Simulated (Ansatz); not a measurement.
## Electronic structure of Ge in real space

```yaml
crystal:
  lattice:
    - [5.85453, 0.00000, 0.00000]
    - [0.00000, 5.85453, 0.00000]
    - [0.00000, 0.00000, 6.87982]
  atoms:
    - { symbol: Ge, position: [0.08766, 0.08766, 0.00000] }
    - { symbol: Ge, position: [0.41234, 0.58766, 0.75000] }
    - { symbol: Ge, position: [0.91234, 0.91234, 0.50000] }
    - { symbol: Ge, position: [0.58766, 0.41234, 0.25000] }
    - { symbol: Ge, position: [0.17181, 0.37181, 0.25284] }
    - { symbol: Ge, position: [0.12819, 0.67181, 0.00284] }
    - { symbol: Ge, position: [0.82819, 0.62819, 0.75284] }
    - { symbol: Ge, position: [0.87181, 0.32819, 0.50284] }
    - { symbol: Ge, position: [0.67181, 0.12819, 0.99716] }
    - { symbol: Ge, position: [0.62819, 0.82819, 0.24716] }
    - { symbol: Ge, position: [0.32819, 0.87181, 0.49716] }
    - { symbol: Ge, position: [0.37181, 0.17181, 0.74716] }
```

Space group P4₃2₁2; changed on purpose from its base cell (volume × 0.94, shape and atoms relaxed); computed pressure about 4 GPa in this cell.

Theory: Ansatz 0.2.0, DFT r2SCAN, scalar-relativistic, plane waves, PAW.

Core electrons are frozen (PAW), and the valence fields are smoothed inside the atomic spheres.

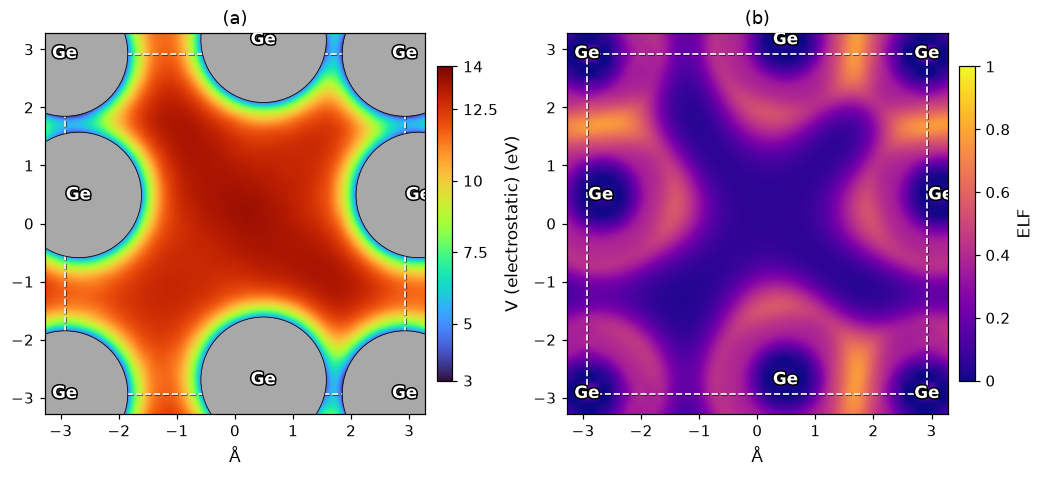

Figure 1. (a) electrostatic potential (local pseudopotential plus Hartree) felt by an electron; (b) ELF on the (001) plane of the conventional cell. Grey discs cover the atomic cores in the potential map.

What do the fields say about this system?

Answer.
- Atoms in the plane: Ge.
- Ge–Ge (2.45 Å): the ELF peaks at about 0.75 between the atoms: a shared electron pair.
- Outside the cores the potential energy rises away from the atoms and is highest about 2.1 Å from the nearest atoms; its zero is arbitrary.

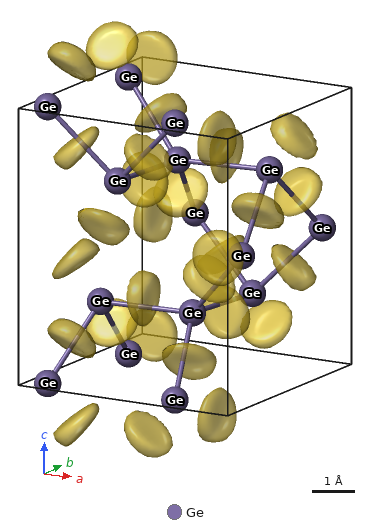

Figure 2. Isosurface of the electron localisation function at 0.65 (yellow), seen at an oblique angle. Only the valence region is drawn (cores and ρ < 0.01 e/Å³ removed). Sticks mark near contacts.

Describe the localisation domains.

Answer. The surface consists of 16 regions between bonded Ge–Ge atoms (shared pairs) and eight pockets between the atoms, centred on no nucleus (multi-centre or interstitial), counted in one cell of 12 atoms. Regions shared between cells count once.

Does the calculation make it a metal, or give it a gap?

Answer. It is gapped, with a Kohn–Sham gap of 0.95 eV on the k-point mesh (the band edges may lie off the mesh, which would make the gap smaller).
